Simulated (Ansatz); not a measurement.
## Mg$_{2}$O: geometry relaxation (part 2 of 2)

Continued. System: Mg$_{2}$O (I4₁/amd, 6 atoms in the cell). Method: DFT PBE, scalar-relativistic, plane waves, PAW, no spin polarisation (Ansatz 0.2.0); cutoff 420 eV, 6×6×6 k-mesh, Gaussian smearing of 0.1 eV. The structure was made by swapping elements on the sites of another compound; it need not be a known phase. It belongs to a series of runs on one base structure; here: anti-anatase type (I4_1/amd, No. 141).

Geometry of the input (Å; fractional positions):
```
-2.1046  2.1046  5.2900
2.1046  -2.1046  5.2900
2.1046  2.1046  -5.2900
Mg 0.2066  0.2066  0.0000
Mg 0.9566  0.4566  0.5000
Mg 0.5434  0.0434  0.5000
Mg 0.7934  0.7934  0.0000
O  0.0000  0.0000  0.0000
O  0.7500  0.2500  0.5000
```

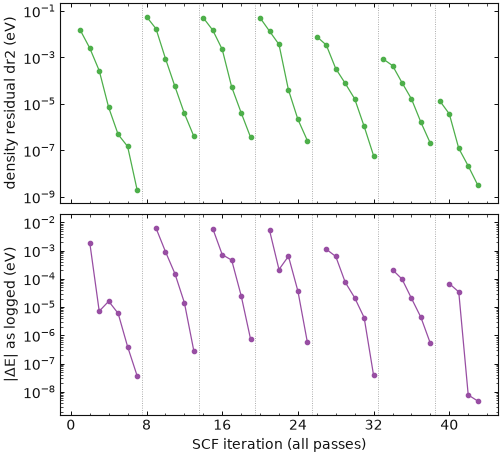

Convergence of the self-consistent field: density residual dr2 and size of the energy change against the SCF iteration. The dotted lines part the SCF passes of the relaxation: geometry steps, rejected trials and re-solves on a re-selected basis. The 7 passes take 5 to 7 iterations each, 43 in all.

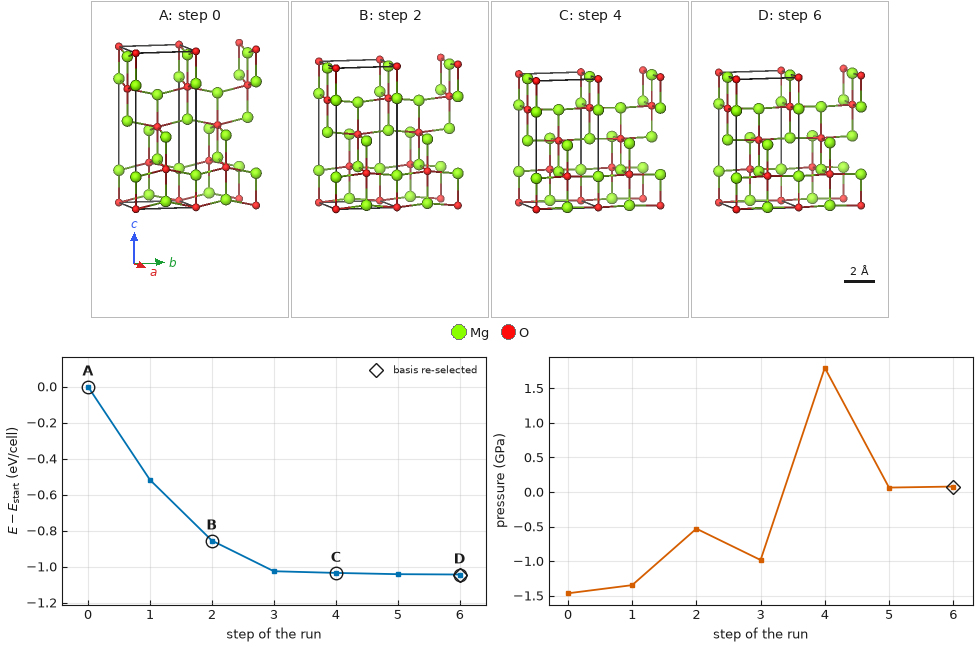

Frames of the relaxation (ball-and-stick view of the cell 2 times as large as that of the calculation, set on its symmetry axes, repeated 1 × 2 × 1, seen slightly off an axis) above the curves, on which the letters mark them (the first geometry is step 0 here and step 1 in the log).

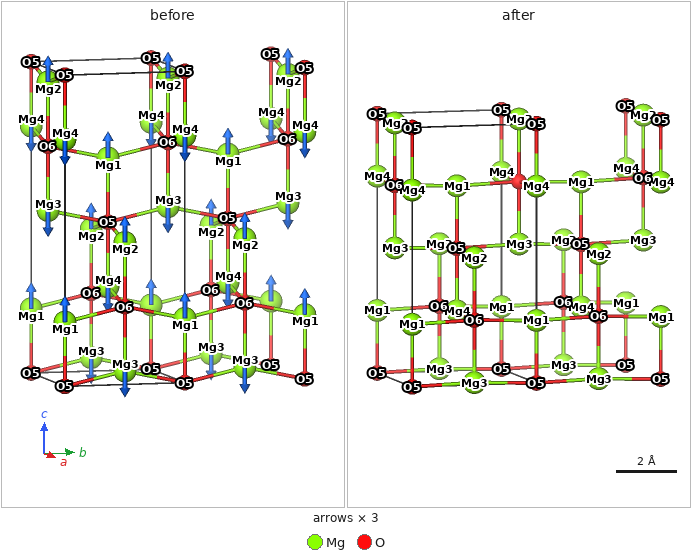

Before (left) and after (right) the relaxation, at one scale (ball-and-stick view of the cell 2 times as large as that of the calculation, set on its symmetry axes, repeated 1 × 2 × 1, seen slightly off an axis). The blue arrows give the displacements (without the part carried along by the change of the cell), magnified 3 times. The largest moves relative to the cell, 0.30 Å, are those of Mg1, Mg2, Mg3 and Mg4. O stays in place. The volume changes by −10.5 %, with a = b 4.209 → 4.362 Å (+3.6 %), c 10.580 → 8.816 Å (−16.7 %). Among the contacts that change: Mg1–O5 2.186 → 2.124 Å, Mg1–O6 2.154 → 2.182 Å. Among the angles that change: Mg2–O5–Mg2 155.4° → 175.8°, O6–Mg4–O6 155.4° → 175.8°, Mg1–O5–Mg3 77.7° → 87.9°. The space group stays I4_1/amd (No. 141). After 5 geometry steps the energy has fallen by 1.042 eV per cell of the calculation. The largest force component goes from 1.1 to 0.00049 eV/Å. The pressure goes from −1.47 to 0.08 GPa. A last SCF at the same geometry on a re-selected plane-wave basis shifts the energy by −1.9 meV per cell of the calculation. (Atoms are counted from 1 in the order of the input.)

```
basis re-selected at this cell: Δ(F+E_penalty+E_count) = -1.884e-3 eV, ΔP = +0.015 GPa vs the last step (what re-selecting the basis moved, of the pressure what is left beyond the Pulay correction that the steps carried, after the strain that the cell walked since its last selection, with what the two solves' SCF thresholds leave and, on support functions, any second-order correction that the steps lacked; it is no measure of the basis error at this ecutwfc). The dense FFT grid was sized anew with the basis: this SCF ran on 30×30×36 points, the steps before it on 30×30×45, so part of this shift can come from that change (see relax.cell in the input reference). This SCF's stress stands 2.11e-1 GPa from its target on what of the cell is left free (relax.cell.stress_tol is 4.00e-1 GPa) and its largest allowed force component is 4.88e-4 eV/Å (relax.f_tol is 4.00e-2 eV/Å): within both
SCF converged after 5 iterations
Free energy (F): -8834.153382 eV
Harris-Foulkes:  -8834.153382 eV  (|F-HF|=1.47e-9)
Internal energy: -8834.148927 eV  (E = F + TS)
E sigma→0 (E₀):  -8834.151154 eV
Entropy (-TS):   -0.004456 eV (-0.743 meV/atom)
Fermi energy:    8.798997 eV
--- Per-component energies (eV) ---
  E_band       = -1354.644458
  E_kinetic    = 658.208106
  E_local      = -6828.454640  (includes V_loc(G=0)·N_el)
  E_nonlocal   = 476.623478
  E_hartree    = 2431.504966
  E_xc         = -266.473498
  E_vxc        = -341.895477  (∫ρ·V_xc dr)
  E_paw        = -1484.996554  (= ΣΔE_a)
  E_vpaw       = -182.139937  (= ΣTr[D̂ρ^β])
  E_aug_tail   = 0.004826  (compensation charges beyond the density's cutoff)
  E_ewald      = -3820.565610
  E_smearing   = -0.004456  (= −TS)
  E_closure    = 0.000000  (closes the sum)
  Σ components = -8834.153382   (vs F -8834.153382, Δ=0.00e0)
--- Forces (eV/Å), atoms counted from 1 ---
  atom   1  Mg     0.00000000     0.00000000     0.00048771
  atom   2  Mg     0.00000000     0.00000000     0.00048771
  atom   3  Mg     0.00000000    -0.00000000    -0.00048771
  atom   4  Mg    -0.00000000     0.00000000    -0.00048771
  atom   5  O     -0.00000000     0.00000000     0.00000000
  atom   6  O      0.00000000     0.00000000     0.00000000
  max |Σ_I F_I| component: 7.03e-17 eV/Å
--- Stress (GPa, compression-positive) ---
        0.210822       0.000000       0.000000
        0.000000       0.210822       0.000000
        0.000000       0.000000      -0.186188
  P = ⅓ Tr σ = 0.0785 GPa (0.785 kbar)
--- Band table (eV; the first three rows and the last of 30) ---
  k-point 0: bands = ["-67.7367", "-67.7305", "-67.7302", "-67.7301", "-34.5101", "-34.5101", "-34.5090", "-34.5090", "-34.5047", "-34.4855", "-34.4855", "-34.4785", "-34.4782", "-34.4650", "-34.4650", "-34.4593", "-11.4430", "-10.7822", "1.8587", "2.7370", "2.7370", "3.1219", "3.1219", "3.5948", "3.7582", "9.6787", "10.2051", "11.9273", "11.9273", "12.8549", "12.8549", "13.9489"]
  k-point 1: bands = ["-67.7359", "-67.7308", "-67.7305", "-67.7302", "-34.5137", "-34.5126", "-34.5058", "-34.5043", "-34.5002", "-34.4942", "-34.4819", "-34.4818", "-34.4729", "-34.4676", "-34.4644", "-34.4617", "-11.3728", "-10.8029", "1.8349", "2.3083", "2.4155", "2.6997", "3.1174", "3.8760", "4.9636", "9.0982", "10.0783", "11.3808", "11.5314", "11.5768", "13.4153", "14.5861"]
  k-point 2: bands = ["-67.7339", "-67.7316", "-67.7313", "-67.7306", "-34.5200", "-34.5192", "-34.5055", "-34.4971", "-34.4964", "-34.4964", "-34.4904", "-34.4734", "-34.4680", "-34.4677", "-34.4668", "-34.4629", "-11.2015", "-10.8752", "1.7058", "1.9196", "1.9978", "2.5786", "3.3139", "3.9021", "6.4599", "7.4433", "10.0855", "10.4190", "11.0116", "12.5293", "14.0182", "14.1940"]
  k-point 29: bands = ["-67.7337", "-67.7337", "-67.7300", "-67.7300", "-34.5204", "-34.5204", "-34.5011", "-34.5011", "-34.4849", "-34.4849", "-34.4789", "-34.4789", "-34.4756", "-34.4756", "-34.4691", "-34.4691", "-11.1169", "-11.1169", "2.1986", "2.1986", "2.2060", "2.2060", "3.7808", "3.7808", "6.3299", "6.3299", "11.7693", "11.7693", "12.7543", "12.7543", "14.0985", "14.0985"]
--- Relaxed structure (6 steps of the walk, 6 accepted, 1 SCFs on fresh bases) ---
  F+E_penalty+E_count = -8834.15338231 eV   max|allowed force component| = 4.877e-4 eV/Å   (the final SCF, on the basis selected at the relaxed cell)
  cell:  # Å, volume = 83.8717 Å³
    - [-2.1810466359657723, 2.1810466359657723, 4.40783833347587]
    - [2.1810466359657723, -2.1810466359657723, 4.40783833347587]
    - [2.1810466359657723, 2.1810466359657723, -4.40783833347587]
  atoms:
    - { symbol: Mg, position: [0.24097753914854003, 0.24097753914854003, -2.2075023517207768e-35] }
    - { symbol: Mg, position: [0.99097753914854, 0.49097753914854003, 0.5] }
    - { symbol: Mg, position: [0.50902246085146, 0.009022460851459966, 0.5] }
    - { symbol: Mg, position: [0.7590224608514601, 0.7590224608514601, -2.891230541684517e-35] }
    - { symbol: O, position: [-4.372310436820437e-19, -4.372310436820437e-19, 1.2511455196777973e-35] }
    - { symbol: O, position: [0.75, 0.24999999999999997, 0.5] }
```

Trajectory as extended XYZ (Å, eV, eV/Å), 7 frames, from step=1 to step=7
```
6
Lattice="-2.1046 2.1046 5.2900 2.1046 -2.1046 5.2900 2.1046 2.1046 -5.2900" Properties=species:S:1:pos:R:3:forces:R:3 step=1 energy=-8833.10967 pressure_GPa=-1.47
Mg    0.0000    0.0000    2.1858    0.0000   0.0000   1.0715
Mg    0.0000    2.1046    4.8309    0.0000   0.0000   1.0715
Mg    0.0000    2.1046    0.4592    0.0000   0.0000  -1.0715
Mg    0.0000    0.0000    8.3942    0.0000   0.0000  -1.0715
O     0.0000    0.0000    0.0000    0.0000   0.0000   0.0000
O     0.0000    2.1046    2.6450    0.0000   0.0000   0.0000
6
Lattice="-2.1193 2.1193 5.0367 2.1193 -2.1193 5.0367 2.1193 2.1193 -5.0367" Properties=species:S:1:pos:R:3:forces:R:3 step=2 energy=-8833.62739 pressure_GPa=-1.35
Mg    0.0000    0.0000    2.1889    0.0000   0.0000   0.6830
Mg    0.0000    2.1193    4.7073    0.0000   0.0000   0.6830
Mg    0.0000    2.1193    0.3294    0.0000   0.0000  -0.6830
Mg    0.0000    0.0000    7.8845    0.0000   0.0000  -0.6830
O     0.0000    0.0000    0.0000    0.0000   0.0000   0.0000
O     0.0000    2.1193    2.5183    0.0000   0.0000   0.0000
6
Lattice="-2.1327 2.1327 4.7838 2.1327 -2.1327 4.7838 2.1327 2.1327 -4.7838" Properties=species:S:1:pos:R:3:forces:R:3 step=3 energy=-8833.96496 pressure_GPa=-0.53
Mg    0.0000    0.0000    2.1782    0.0000   0.0000   0.3788
Mg    0.0000    2.1327    4.5701    0.0000   0.0000   0.3788
Mg    0.0000    2.1327    0.2137    0.0000   0.0000  -0.3788
Mg    0.0000    0.0000    7.3894    0.0000   0.0000  -0.3788
O     0.0000    0.0000    0.0000    0.0000   0.0000   0.0000
O     0.0000    2.1327    2.3919    0.0000   0.0000   0.0000
6
Lattice="-2.1736 2.1736 4.5193 2.1736 -2.1736 4.5193 2.1736 2.1736 -4.5193" Properties=species:S:1:pos:R:3:forces:R:3 step=4 energy=-8834.13514 pressure_GPa=-0.98
Mg    0.0000    0.0000    2.1528    0.0000   0.0000   0.0430
Mg    0.0000    2.1736    4.4124    0.0000   0.0000   0.0430
Mg    0.0000    2.1736    0.1069    0.0000   0.0000  -0.0430
Mg    0.0000    0.0000    6.8858    0.0000   0.0000  -0.0430
O     0.0000    0.0000    0.0000    0.0000   0.0000   0.0000
O     0.0000    2.1736    2.2597    0.0000   0.0000   0.0000
6
Lattice="-2.1716 2.1716 4.3563 2.1716 -2.1716 4.3563 2.1716 2.1716 -4.3563" Properties=species:S:1:pos:R:3:forces:R:3 step=5 energy=-8834.14452 pressure_GPa=1.80
Mg    0.0000    0.0000    2.1035    0.0000   0.0000   0.0522
Mg    0.0000    2.1716    4.2816    0.0000   0.0000   0.0522
Mg    0.0000    2.1716    0.0747    0.0000   0.0000  -0.0522
Mg    0.0000    0.0000    6.6092    0.0000   0.0000  -0.0522
O     0.0000    0.0000    0.0000    0.0000   0.0000   0.0000
O     0.0000    2.1716    2.1782    0.0000   0.0000   0.0000
6
Lattice="-2.1810 2.1810 4.4078 2.1810 -2.1810 4.4078 2.1810 2.1810 -4.4078" Properties=species:S:1:pos:R:3:forces:R:3 step=6 energy=-8834.15150 pressure_GPa=0.06
Mg    0.0000    0.0000    2.1244    0.0000   0.0000   0.0009
Mg    0.0000    2.1810    4.3283    0.0000   0.0000   0.0009
Mg    0.0000    2.1810    0.0795    0.0000   0.0000  -0.0009
Mg    0.0000    0.0000    6.6913    0.0000   0.0000  -0.0009
O     0.0000    0.0000    0.0000    0.0000   0.0000   0.0000
O     0.0000    2.1810    2.2039    0.0000   0.0000   0.0000
6
Lattice="-2.1810 2.1810 4.4078 2.1810 -2.1810 4.4078 2.1810 2.1810 -4.4078" Properties=species:S:1:pos:R:3:forces:R:3 step=7 energy=-8834.15338 pressure_GPa=0.08
Mg    0.0000    0.0000    2.1244    0.0000   0.0000   0.0005
Mg    0.0000    2.1810    4.3283    0.0000   0.0000   0.0005
Mg    0.0000    2.1810    0.0795    0.0000   0.0000  -0.0005
Mg    0.0000    0.0000    6.6913    0.0000   0.0000  -0.0005
O     0.0000    0.0000    0.0000    0.0000   0.0000   0.0000
O     0.0000    2.1810    2.2039    0.0000   0.0000   0.0000
```

Results in brief

```json
{"quantity": "outcome", "value": "converged"}
{"quantity": "space group (tolerance 0.01 Å)", "value": "I4₁/amd (141)"}
{"quantity": "electrons treated", "value": "52"}
{"quantity": "free energy", "value": "−8834.1534 eV"}
{"quantity": "Fermi energy", "value": "8.799 eV"}
{"quantity": "gap on the k-point mesh", "value": "none (metallic)"}
{"quantity": "pressure", "value": "0.08 GPa"}
{"quantity": "final volume", "value": "83.87 Å³"}
{"quantity": "largest force (length of the vector) at the end", "value": "under 0.001 eV/Å"}
{"quantity": "final cell", "value": "a = 5.380 Å, b = 5.380 Å, c = 5.380 Å, α = 132.17°, β = 132.17°, γ = 69.97°"}
{"quantity": "hardware", "value": "1 thread of Intel Xeon @ 2.90GHz (Ice Lake), 192 GiB of memory available, shared host"}
{"quantity": "wall time", "value": "30 s"}
{"quantity": "peak memory", "value": "0.44 GiB"}
```
